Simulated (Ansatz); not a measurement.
Input of the run:

```
crystal:
  lattice:
    - [3.02662, 0.0, 0.0]
    - [0.0, 3.2735, 0.0]
    - [0.0, 0.0, 4.69776]
  atoms:
    - { symbol: Si, position: [0.5, 0.5, 0.8423] }
    - { symbol: Si, position: [0.0, 0.0, 0.1577] }
    - { symbol: Ni, position: [0.5, 0.5, 0.34422], spin: 1.5 }
    - { symbol: Ni, position: [0.0, 0.0, 0.65578], spin: 1.5 }
magnetization:
  spin_polarized: true
kpoints:
  mp_grid: { grid: [13, 12, 9] }
  band_path:
    path:
      - [0.0, 0.0, 0.0]
      - [0.5, 0.0, 0.0]
      - [0.5, 0.5, 0.0]
      - [0.0, 0.5, 0.0]
      - [0.0, 0.0, 0.0]
      - [0.0, 0.0, 0.5]
      - [0.5, 0.0, 0.5]
      - [0.5, 0.5, 0.5]
      - [0.0, 0.5, 0.5]
    npoints: 14
scf:
  occupations: { method: fermi_dirac, width: 0.03 }
hamiltonian:
  xc: pbe
  pseudopotentials: { kind: paw }
output:
  forces: true
  stress: true
  eigenvalues: true
  efg: { contact_densities: true }
  populations: true
  bader: true
  dos: { projected: true, de: 0.2, e_range: [-14, 8] }
  write_density: true
  write_potential: true
  elf: true
  volumetric_format: npy
```

Run as:
```bash
ansatz run input.yaml --threads 1 --pin off --max-ram 6144MiB --backend cpu --events-out ev --progress --plain --runs-dir out
```

What does the calculation give for the electronic structure? The path is Γ–X–S–Y–Γ–Z–U–R–T.

A metal: 4 bands cross the Fermi level along this path. Bands cross the Fermi level on Γ–X, Γ–Z, Z–U, U–R and R–T, and not on X–S, S–Y and Y–Γ. At Γ the nearest levels lie 1.10 eV below and 0.74 eV above the Fermi level. The density of states at the Fermi level isn't well fixed here: it changes fast, and within 0.3 eV it runs from 0.7 to 1.7 per eV and cell.

Some starting moments didn't survive the run.

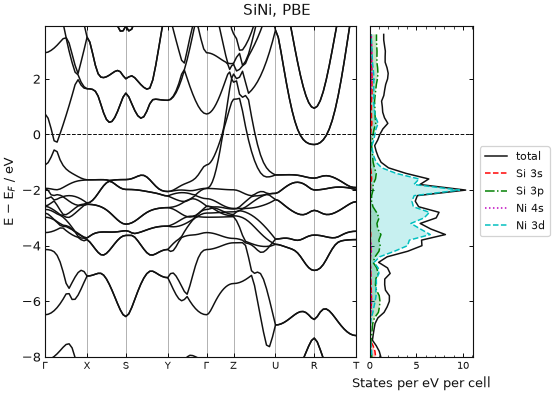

Band structure and density of states. Energies are counted from the Fermi level. The path runs straight from each named point to the next. The partial curves are projected on Löwdin-orthogonalised atomic shells.
